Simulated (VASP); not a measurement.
HgSe: single-point calculation

- system: HgSe (F-43m, 2 atoms in the cell)
- method: DFT, PBE, plane waves, PAW (VASP 6.6.1)

The structure was built on a prototype by a generator. The geometry comes from this level: r2SCAN (a point of a series of strains). It belongs to a series of runs on one base structure; here: hydrostatic strain +4.0%.

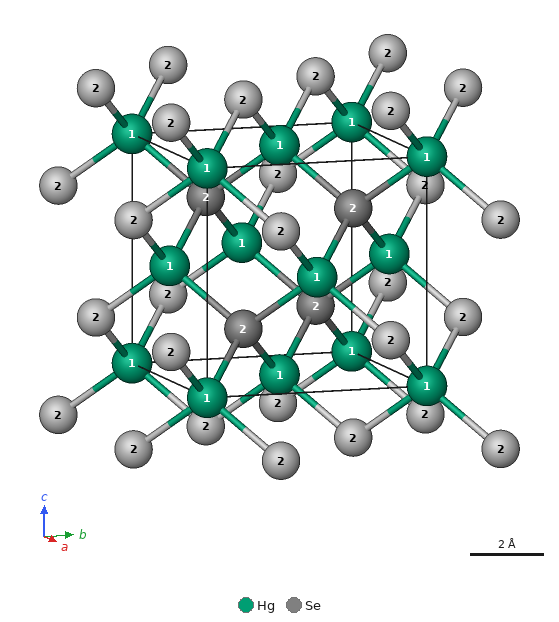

*The input geometry (ball-and-stick view of the cell 4 times as large as that of the calculation, set on its symmetry axes, seen slightly off an axis; neighbours outside the cell are drawn fainter; atoms are numbered from 1 in the order of the input). An atom can appear more than once, as a periodic image.*

Near neighbours in the periodic cell (some may lie outside the picture): Hg has 4 Se at 2.79 Å; Se has 4 Hg at 2.79 Å.

**INCAR**
```
ENCUT = 520.000000
SIGMA = 0.020000
EDIFF = 1.00e-07
GGA = PE
PREC = Accurate
IBRION = -1
ISIF = 2
ISMEAR = -1
NBANDS = 16
NELM = 120
NSW = 0
LASPH = .TRUE.
LCHARG = .TRUE.
LELF = .TRUE.
LWAVE = .FALSE.
LREAL = .FALSE.
```

**KPOINTS**
```
KPOINTS created by Atomic Simulation Environment
0
Gamma
8 8 8
0 0 0
```

**KPOINTS_OPT**
```
special points
6
Reciprocal
0.0000000000 0.0000000000 0.0000000000 1
-0.5000000000 -0.5000000000 0.0000000000 1
-0.3750000000 -0.3750000000 0.2500000000 1
-0.3750000000 0.0000000000 0.3750000000 1
0.0000000000 0.0000000000 0.5000000000 1
-0.5000000000 -0.2500000000 0.2500000000 1
```

**POSCAR**
```
Hg Se
 1.0000000000000000
     0.0000000000000000    3.2163717009999999    3.2163717009999999
     3.2163717009999999    0.0000000000000000    3.2163717009999999
     3.2163717009999999    3.2163717009999999    0.0000000000000000
 Hg  Se
   1   1
Cartesian
  0.0000000000000000  0.0000000000000000  0.0000000000000000
  1.6081858505000000  1.6081858505000000  1.6081858505000000
```

Launched with:
```bash
mpirun -np 1 vasp_std
```

**OSZICAR**
```
N       E                     dE             d eps       ncg     rms          rms(c)
DAV:   1     0.113031944646E+03    0.11303E+03   -0.83209E+03   928   0.984E+02
DAV:   2     0.124025333542E+00   -0.11291E+03   -0.10500E+03  1056   0.237E+02
DAV:   3    -0.433105291874E+01   -0.44551E+01   -0.44410E+01  1168   0.486E+01
DAV:   4    -0.435169218089E+01   -0.20639E-01   -0.20638E-01  1096   0.336E+00
DAV:   5    -0.435180924407E+01   -0.11706E-03   -0.11706E-03  1184   0.231E-01    0.536E+00
DAV:   6    -0.405178458365E+01    0.30002E+00   -0.51484E-01  1352   0.922E+00    0.455E+00
DAV:   7    -0.404518003737E+01    0.66045E-02   -0.94489E-02  1000   0.212E+00    0.224E+00
DAV:   8    -0.404448886886E+01    0.69117E-03   -0.94175E-03  1112   0.110E+00    0.154E-01
DAV:   9    -0.404443041634E+01    0.58453E-04   -0.11517E-03  1112   0.425E-01    0.436E-02
DAV:  10    -0.404445167021E+01   -0.21254E-04   -0.13752E-04  1176   0.130E-01    0.345E-02
DAV:  11    -0.404446941461E+01   -0.17744E-04   -0.45745E-05  1088   0.591E-02    0.199E-02
DAV:  12    -0.404446839970E+01    0.10149E-05   -0.49223E-06  1120   0.248E-02    0.623E-03
DAV:  13    -0.404446846145E+01   -0.61755E-07   -0.49986E-07  1088   0.394E-03
   1 F= -.40444685E+01 E0= -.40443858E+01  d E =-.165261E-03
       N       E                     dE             ncg
DAV:   1     0.974693273620E+03   -0.26906E+04      192
DAV:   2     0.330754541532E+03   -0.64394E+03      240
DAV:   3     0.307215254691E+03   -0.23539E+02      216
DAV:   4     0.307112389589E+03   -0.10287E+00      288
DAV:   5     0.307111790300E+03   -0.59929E-03      192
DAV:   6     0.307111783496E+03   -0.68041E-05      288
DAV:   7     0.307111783396E+03   -0.99707E-07      208
```

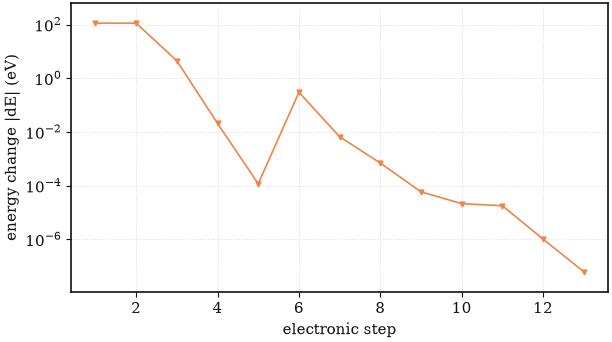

*Convergence of the self-consistent field: energy change |dE| against the electronic step.*

It takes 13 electronic steps. The density is held fixed in the first few steps, and dE rises again when its update begins.

**Parts of OUTCAR**
```
k-points           NKPTS =     29   k-points in BZ     NKDIM =     29   number of bands    NBANDS=     16

   NELECT =      18.0000    total number of electrons

   dimension x,y,z NGX =    36 NGY =   36 NGZ =   36
   dimension x,y,z NGXF=    72 NGYF=   72 NGZF=   72

  energy-cutoff  :      520.00
  volume of cell :       66.55
      direct lattice vectors                 reciprocal lattice vectors
     0.000000000  3.216371701  3.216371701    -0.155454670  0.155454670  0.155454670
     3.216371701  0.000000000  3.216371701     0.155454670 -0.155454670  0.155454670
     3.216371701  3.216371701  0.000000000     0.155454670  0.155454670 -0.155454670

 k-points in reciprocal lattice and weights: KPOINTS created by Atomic Simulation Env
   0.00000000  0.00000000  0.00000000       0.002
   0.12500000  0.00000000  0.00000000       0.016
   0.25000000  0.00000000  0.00000000       0.016
   0.37500000  0.00000000  0.00000000       0.016
   0.50000000  0.00000000  0.00000000       0.008
   0.12500000  0.12500000  0.00000000       0.012
   0.25000000  0.12500000  0.00000000       0.047
   0.37500000  0.12500000  0.00000000       0.047
   0.50000000  0.12500000  0.00000000       0.047
  -0.37500000  0.12500000  0.00000000       0.047
  -0.25000000  0.12500000  0.00000000       0.047
  -0.12500000  0.12500000  0.00000000       0.023
   0.25000000  0.25000000  0.00000000       0.012
   0.37500000  0.25000000  0.00000000       0.047
   0.50000000  0.25000000  0.00000000       0.047
  -0.37500000  0.25000000  0.00000000       0.047
  -0.25000000  0.25000000  0.00000000       0.023
   0.37500000  0.37500000  0.00000000       0.012
   0.50000000  0.37500000  0.00000000       0.047
  -0.37500000  0.37500000  0.00000000       0.023
   0.50000000  0.50000000  0.00000000       0.006
   0.37500000  0.25000000  0.12500000       0.047
   0.50000000  0.25000000  0.12500000       0.094
  -0.37500000  0.25000000  0.12500000       0.047
   0.50000000  0.37500000  0.12500000       0.047
  -0.37500000  0.37500000  0.12500000       0.094
  -0.25000000  0.37500000  0.12500000       0.047
  -0.37500000  0.50000000  0.12500000       0.023
  -0.25000000  0.50000000  0.25000000       0.012

 E-fermi :   0.2971

 k-point     1 :       0.0000    0.0000    0.0000
  band No.  band energies     occupation
      1     -12.1443      2.00000
      2      -6.0244      2.00000
      3      -6.0244      2.00000
      4      -6.0244      2.00000
      5      -5.5362      2.00000
      6      -5.5362      2.00000
      7      -0.8561      2.00000
      8       0.2823      1.35385
      9       0.2823      1.35385
     10       0.2823      1.35384
     11       5.9329      0.00000
     12       5.9329      0.00000
     13       5.9329      0.00000
     14       8.4501      0.00000
     15      11.2755      0.00000
     16      11.2755      0.00000

 k-point     2 :       0.1250    0.0000    0.0000
  band No.  band energies     occupation
      1     -12.1003      2.00000
      2      -6.0036      2.00000
      3      -6.0036      2.00000
      4      -5.9916      2.00000
      5      -5.5373      2.00000
      6      -5.5373      2.00000
      7      -1.5340      2.00000
      8       0.1713      1.99630
      9       0.1713      1.99630
     10       0.7759      0.00000
     11       5.5690      0.00000
     12       6.1026      0.00000
     13       6.1026      0.00000
     14       9.3684      0.00000
     15      10.5807      0.00000
     16      10.5807      0.00000

 k-point     3 :       0.2500    0.0000    0.0000
  band No.  band energies     occupation
      1     -11.9917      2.00000
      2      -5.9574      2.00000
      3      -5.9574      2.00000
      4      -5.8605      2.00000
      5      -5.5334      2.00000
      6      -5.5334      2.00000
      7      -2.6207      2.00000
      8      -0.0800      2.00000
      9      -0.0800      2.00000
     10       1.2389      0.00000
     11       5.5986      0.00000
     12       6.4153      0.00000
     13       6.4153      0.00000
     14       9.7648      0.00000
     15      10.3066      0.00000
     16      10.3066      0.00000

 k-point     4 :       0.3750    0.0000    0.0000
  band No.  band energies     occupation
      1     -11.8798      2.00000
      2      -5.9194      2.00000
      3      -5.9194      2.00000
      4      -5.5809      2.00000
      5      -5.5174      2.00000
      6      -5.5174      2.00000
      7      -3.6385      2.00000
      8      -0.3141      2.00000
      9      -0.3141      2.00000
     10       1.3510      0.00000
     11       6.3411      0.00000
     12       6.5598      0.00000
     13       6.5598      0.00000
     14       9.4600      0.00000
     15      10.9086      0.00000
     16      10.9086      0.00000

 k-point     5 :       0.5000    0.0000    0.0000
  band No.  band energies     occupation
      1     -11.8324      2.00000
      2      -5.9068      2.00000
      3      -5.9068      2.00000
      4      -5.5064      2.00000
      5      -5.5064      2.00000
      6      -5.3288      2.00000
      7      -4.1672      2.00000
      8      -0.4074      2.00000
      9      -0.4074      2.00000
     10       1.3493      0.00000
     11       6.5721      0.00000
     12       6.5721      0.00000
     13       6.8577      0.00000
     14       9.4396      0.00000
     15      11.7383      0.00000
     16      11.7383      0.00000

 [... the levels of 23 k-points are left out ...]

 k-point    29 :      -0.2500    0.5000    0.2500
  band No.  band energies     occupation
      1     -11.7290      2.00000
      2      -5.8034      2.00000
      3      -5.7656      2.00000
      4      -5.5718      2.00000
      5      -5.5564      2.00000
      6      -5.1614      2.00000
      7      -4.1127      2.00000
      8      -1.6515      2.00000
      9      -1.5332      2.00000
     10       3.3736      0.00000
     11       5.5031      0.00000
     12       6.2021      0.00000
     13       7.8721      0.00000
     14       9.5477      0.00000
     15      12.2714      0.00000
     16      12.3591      0.00000

  Total       -1.1229043     -1.1229043     -1.1229043      0.0000000      0.0000000      0.0000000
  in kB      -27.0348913    -27.0348913    -27.0348913      0.0000000      0.0000000      0.0000000
  external PRESSURE =     -27.0348913 kB  Pullay stress =       0.0000000 kB

 POSITION                                       TOTAL-FORCE (eV/Angst)
 -----------------------------------------------------------------------------------
      0.00000      0.00000      0.00000         0.000000      0.000000      0.000000
      1.60819      1.60819      1.60819        -0.000000     -0.000000     -0.000000
 -----------------------------------------------------------------------------------
    total drift:                               -0.000000     -0.000000     -0.000000

  FREE ENERGIE OF THE ION-ELECTRON SYSTEM (eV)
  ---------------------------------------------------
  free  energy   TOTEN  =        -4.0444684615 eV

  energy  without entropy=       -4.0443032004  energy(sigma->0) =       -4.04438583
```

**Summary**

- outcome: converged
- space group (tolerance 0.01 Å): F-43m (216)
- electrons treated: 18
- free energy: −4.0445 eV
- Fermi energy: 0.297 eV
- band gap: none (metallic)
- pressure: −2.70 GPa
- largest force (length of the vector): under 0.001 eV/Å
- hardware: 1 CPU thread, shared host
- wall time: 30 s
- peak memory: 0.21 GiB

**Remarks**

Spin–orbit coupling is left out, which matters for Hg.
